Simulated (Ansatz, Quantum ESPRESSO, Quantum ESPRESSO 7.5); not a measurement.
# Evanescent states of GaP, zinc blende type, lattice constant set to 5.29 Å

How good a tunnel barrier is GaP, zinc blende type, lattice constant set to 5.29 Å?

Calculated with Quantum ESPRESSO 7.5; plane-wave DFT, PBE, SG15 norm-conserving pseudopotentials (cross-check by Ansatz 0.2.0 with PAW datasets).

### Step 1. The starting structure

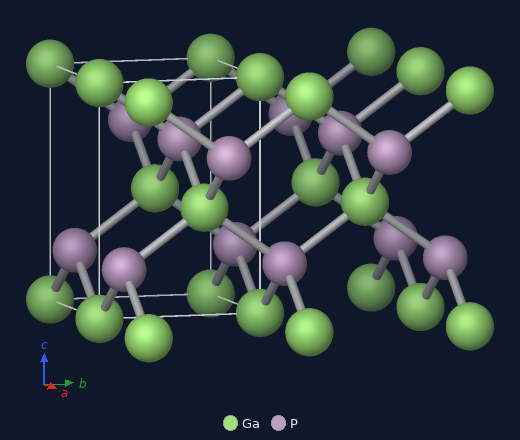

Start, viewed from the side, with the c axis up; gallium green, phosphorus pink. 2×2×1 cells are drawn. Some periodic images of atoms are drawn too.

As a file:

```cif
data_structure
_symmetry_space_group_name_H-M 'F-43m'
_symmetry_Int_Tables_number 216
_cell_length_a 5.2900
_cell_length_b 5.2900
_cell_length_c 5.2900
_cell_angle_alpha 90.000
_cell_angle_beta 90.000
_cell_angle_gamma 90.000
_cell_volume 148.04
loop_
_atom_site_label
_atom_site_type_symbol
_atom_site_symmetry_multiplicity
_atom_site_Wyckoff_symbol
_atom_site_fract_x
_atom_site_fract_y
_atom_site_fract_z
_atom_site_occupancy
Ga1 Ga 4 a 0.00000 0.00000 0.00000 1
P1 P 4 c 0.75000 0.75000 0.25000 1
```

### Step 2. SCF with pw.x

pwcond needs a cell whose third axis lies along the current and stands perpendicular to the other two.

File scf.in:

```
&control
  prefix = 'scf'
  outdir = './out'
  pseudo_dir = './pseudo'
  calculation = 'scf'
  tprnfor = .true.
/
&system
  ibrav = 0
  nat = 4
  ntyp = 2
  ecutwfc = 60
  ecutrho = 240
  occupations = 'fixed'
  nbnd = 22
/
&electrons
  conv_thr = 1e-09
  mixing_beta = 0.6
  electron_maxstep = 120
/
ATOMIC_SPECIES
  Ga  69.7230  Ga_ONCV_PBE-1.2.upf
  P   30.9738  P_ONCV_PBE-1.2.upf
CELL_PARAMETERS angstrom
  3.74059487247684 0.00000000000000 0.00000000000000
  0.00000000000000 3.74059487247684 0.00000000000000
  0.00000000000000 0.00000000000000 5.29000000000000
ATOMIC_POSITIONS crystal
  Ga  0.000000000000 0.000000000000 0.000000000000
  P   0.500000000000 0.000000000000 0.250000000000
  Ga  0.500000000000 0.500000000000 0.500000000000
  P   0.000000000000 0.500000000000 0.750000000000
K_POINTS automatic
  6 6 6 0 0 0
```

Launch:

```sh
$ OMP_NUM_THREADS=1 mpirun -n 2 pw.x -nk 2 -in scf.in > scf.out
```

The log of the run:

```text
Program PWSCF v.7.5 starts
[citation notice left out]

     Parallel version (MPI & OpenMP), running on       2 processor cores
     Number of MPI processes:                 2
     Threads/MPI process:                     1

     MPI processes distributed on     1 nodes
[...]
Current dimensions of program PWSCF are:
     Max number of different atomic species (ntypx) = 10
     Max number of k-points (npk) =  40000
     Max angular momentum in pseudopotentials (lmaxx) =  4
     Found identity + ( -0.5000 -0.5000 -0.5000) symmetry
     This is a supercell, fractional translations are disabled
     Message from routine setup:
     using ibrav=0 with symmetry is DISCOURAGED, use correct ibrav instead

     K-points division:     npool     =       2
     Subspace diagonalization in iterative solution of the eigenvalue problem:
     a serial algorithm will be used

     G-vector sticks info
     --------------------
     sticks:   dense  smooth     PW     G-vecs:    dense   smooth      PW
     Sum         949     949    293                31285    31285    5135

     Using Slab Decomposition

     bravais-lattice index     =            0
     lattice parameter (alat)  =       7.0687  a.u.
     unit-cell volume          =     499.4978 (a.u.)^3
     number of atoms/cell      =            4
     number of atomic types    =            2
     number of electrons       =        36.00
     number of Kohn-Sham states=           22
     kinetic-energy cutoff     =      60.0000  Ry
     charge density cutoff     =     240.0000  Ry
     scf convergence threshold =      1.0E-09
     mixing beta               =       0.6000
     number of iterations used =            8  plain     mixing
     Exchange-correlation= PBE
                           (   1   4   3   4   0   0   0)

     celldm(1)=   7.068700  celldm(2)=   0.000000  celldm(3)=   0.000000
     celldm(4)=   0.000000  celldm(5)=   0.000000  celldm(6)=   0.000000

     crystal axes: (cart. coord. in units of alat)
               a(1) = (   1.000000   0.000000   0.000000 )
               a(2) = (   0.000000   1.000000   0.000000 )
               a(3) = (   0.000000   0.000000   1.414214 )

     reciprocal axes: (cart. coord. in units 2 pi/alat)
               b(1) = (  1.000000  0.000000  0.000000 )
               b(2) = (  0.000000  1.000000  0.000000 )
               b(3) = (  0.000000  0.000000  0.707107 )

     PseudoPot. # 1 for Ga read from file:
     ./pseudo/Ga_ONCV_PBE-1.2.upf
     Pseudo is Norm-conserving, Zval = 13.0
     Generated using ONCVPSP code by D. R. Hamann
     Using radial grid of  602 points,  6 beta functions with:
                l(1) =   0
                l(2) =   0
                l(3) =   1
                l(4) =   1
                l(5) =   2
                l(6) =   2

     PseudoPot. # 2 for P  read from file:
     ./pseudo/P_ONCV_PBE-1.2.upf
     Pseudo is Norm-conserving, Zval =  5.0
     Generated using ONCVPSP code by D. R. Hamann
     Using radial grid of  602 points,  4 beta functions with:
                l(1) =   0
                l(2) =   0
                l(3) =   1
                l(4) =   1

     atomic species   valence    mass     pseudopotential
     Ga               13.00    69.72300     Ga( 1.00)
     P                 5.00    30.97380     P ( 1.00)

      8 Sym. Ops. (no inversion) found

   Cartesian axes

     site n.     atom                  positions (alat units)
         1        Ga     tau(   1) = (   0.0000000   0.0000000   0.0000000  )
         2        P      tau(   2) = (   0.5000000   0.0000000   0.3535534  )
         3        Ga     tau(   3) = (   0.5000000   0.5000000   0.7071068  )
         4        P      tau(   4) = (   0.0000000   0.5000000   1.0606602  )

     number of k points=    40
                       cart. coord. in units 2pi/alat
        k(    1) = (   0.0000000   0.0000000   0.0000000), wk =   0.0092593
        k(    2) = (   0.0000000   0.0000000   0.1178511), wk =   0.0185185
        k(    3) = (   0.0000000   0.0000000   0.2357023), wk =   0.0185185
        k(    4) = (   0.0000000   0.0000000  -0.3535534), wk =   0.0092593
        k(    5) = (   0.0000000   0.1666667   0.0000000), wk =   0.0370370
        k(    6) = (   0.0000000   0.1666667   0.1178511), wk =   0.0740741
        k(    7) = (   0.0000000   0.1666667   0.2357023), wk =   0.0740741
        k(    8) = (   0.0000000   0.1666667  -0.3535534), wk =   0.0370370
        k(    9) = (   0.0000000   0.3333333   0.0000000), wk =   0.0370370
        k(   10) = (   0.0000000   0.3333333   0.1178511), wk =   0.0740741
[...]
k(   40) = (  -0.5000000  -0.5000000  -0.3535534), wk =   0.0092593

     Dense  grid:    31285 G-vectors     FFT dimensions: (  36,  36,  50)

     Estimated max dynamical RAM per process >      57.02 MB

     Estimated total dynamical RAM >     106.39 MB

     Initial potential from superposition of free atoms

     starting charge      35.8035, renormalised to      36.0000
     Starting wfcs are random

     total cpu time spent up to now is        0.8 secs

     per-process dynamical memory:    48.3 Mb

     Self-consistent Calculation

     iteration #  1     ecut=    60.00 Ry     beta= 0.60
     Davidson diagonalization with overlap
     ethr =  1.00E-02,  avg # of iterations = 14.2

     Threshold (ethr) on eigenvalues was too large:
     Diagonalizing with lowered threshold

     Davidson diagonalization with overlap
     ethr =  5.66E-04,  avg # of iterations =  2.4

     total cpu time spent up to now is       11.3 secs

     total energy              =    -289.01667668 Ry
     estimated scf accuracy    <       0.19761068 Ry

     iteration #  2     ecut=    60.00 Ry     beta= 0.60
[...]
total energy              =    -289.06521823 Ry
     estimated scf accuracy    <       0.01794761 Ry

     iteration #  3     ecut=    60.00 Ry     beta= 0.60
[...]
total energy              =    -289.06703240 Ry
     estimated scf accuracy    <       0.00173831 Ry

     iteration #  4     ecut=    60.00 Ry     beta= 0.60
[...]
total energy              =    -289.06716012 Ry
     estimated scf accuracy    <       0.00012638 Ry

     iteration #  5     ecut=    60.00 Ry     beta= 0.60
[...]
total energy              =    -289.06718943 Ry
     estimated scf accuracy    <       0.00000220 Ry

     iteration #  6     ecut=    60.00 Ry     beta= 0.60
[...]
total energy              =    -289.06719086 Ry
     estimated scf accuracy    <       0.00000061 Ry

     iteration #  7     ecut=    60.00 Ry     beta= 0.60
[...]
total energy              =    -289.06719099 Ry
     estimated scf accuracy    <       0.00000009 Ry

     iteration #  8     ecut=    60.00 Ry     beta= 0.60
[...]
total energy              =    -289.06719102 Ry
     estimated scf accuracy    <       0.00000002 Ry

     iteration #  9     ecut=    60.00 Ry     beta= 0.60
[...]
End of self-consistent calculation

          k = 0.0000 0.0000 0.0000 (  3881 PWs)   bands (ev):

    -5.9735  -5.8180  -5.8180  -5.8144  -5.7357  -5.7308  -5.7308  -5.6854
    -5.6830  -5.6569  -4.2951  -0.8993   1.7126   5.8993   5.8993   8.9124
     8.9129   8.9129  10.3664  10.6351  11.4863  12.7735

          k = 0.0000 0.0000 0.1179 (  3937 PWs)   bands (ev):

    -5.9662  -5.8315  -5.8130  -5.8130  -5.7372  -5.7372  -5.7320  -5.6862
    -5.6841  -5.6590  -4.1582  -1.4182   2.3748   6.0280   6.0280   8.1109
     8.5317   8.5317  10.3382  10.9987  12.1456  12.5192

          k = 0.0000 0.0000 0.2357 (  3960 PWs)   bands (ev):

    -5.9444  -5.8698  -5.7982  -5.7982  -5.7541  -5.7541  -5.7215  -5.6945
    -5.6791  -5.6645  -3.7613  -2.3148   3.6907   6.4059   6.4059   6.6882
     7.7640   7.7640  10.5321  11.6609  11.7884  13.2159

          k = 0.0000 0.0000-0.3536 (  3928 PWs)   bands (ev):

    -5.9106  -5.9105  -5.7762  -5.7762  -5.7762  -5.7762  -5.7075  -5.7074
    -5.6715  -5.6714  -3.1327  -3.1327   5.1763   5.1763   7.0052   7.0052
     7.0052   7.0052  10.9947  10.9947  12.7905  12.7905

          k = 0.0000 0.1667 0.0000 (  3909 PWs)   bands (ev):

    -5.9637  -5.8455  -5.8123  -5.8055  -5.7465  -5.7361  -5.7217  -5.6883
    -5.6818  -5.6629  -4.0241  -0.8660   1.8201   4.9477   6.1161   7.2199
     8.1331   8.7885  10.7162  12.1584  12.3109  12.9904

          k = 0.0000 0.1667 0.1179 (  3917 PWs)   bands (ev):

    -5.9576  -5.8539  -5.8080  -5.8056  -5.7513  -5.7427  -5.7197  -5.6860
    -5.6835  -5.6638  -3.8925  -1.3092   2.3068   5.1863   6.2374   6.4324
     8.4864   8.4867  10.8515  11.7024  12.4829  13.3836

[...]
highest occupied, lowest unoccupied level (ev):     8.9129   10.3382

!    total energy              =    -289.06719102 Ry
     estimated scf accuracy    <          3.1E-10 Ry

     The total energy is the sum of the following terms:
     one-electron contribution =    -145.87250995 Ry
     hartree contribution      =      98.72324250 Ry
     xc contribution           =     -43.10836250 Ry
     ewald contribution        =    -198.80956108 Ry

     convergence has been achieved in   9 iterations

     Forces acting on atoms (cartesian axes, Ry/au):

     atom    1 type  1   force =     0.00000000    0.00000000    0.00000000
     atom    2 type  2   force =     0.00000000    0.00000000    0.00000093
     atom    3 type  1   force =     0.00000000    0.00000000    0.00000000
     atom    4 type  2   force =     0.00000000    0.00000000   -0.00000093

     Total force =     0.000001     Total SCF correction =     0.000011
     SCF correction compared to forces is large: reduce conv_thr to get better values

[...]
=------------------------------------------------------------------------------=
   JOB DONE.
=------------------------------------------------------------------------------=
```

Run time: 29 s. Hardware: 2 MPI ranks of Arm Neoverse V2, shared host; peak memory 0.19 GiB.

Numbers from this step:

```
free energy                          : -3932.9595 eV
valence top, on the run's zero       : 8.913 eV
conduction bottom, on the run's zero : 10.34 eV
gap by band count                    : 1.425 eV
```

The run needed 9 iterations to bring the estimated error under 1e-09 Ry.

[end of part 1 of 4]

[Logs are printed without paths, hosts, clocks, repeated set-up lines and the standing remarks that a program may print on its own settings, such as how far it seeks lower states.]

[Hosts, paths, dates, database ids (printed as entryN), source tags and the programs' standing remarks are cut or masked in the printed files.]

[Maps of the electrostatic potential energy from Ansatz leave out the sawtooth potential of an applied field or a dipole correction, so their vacuum need not be flat; planar profiles and work functions include it.]
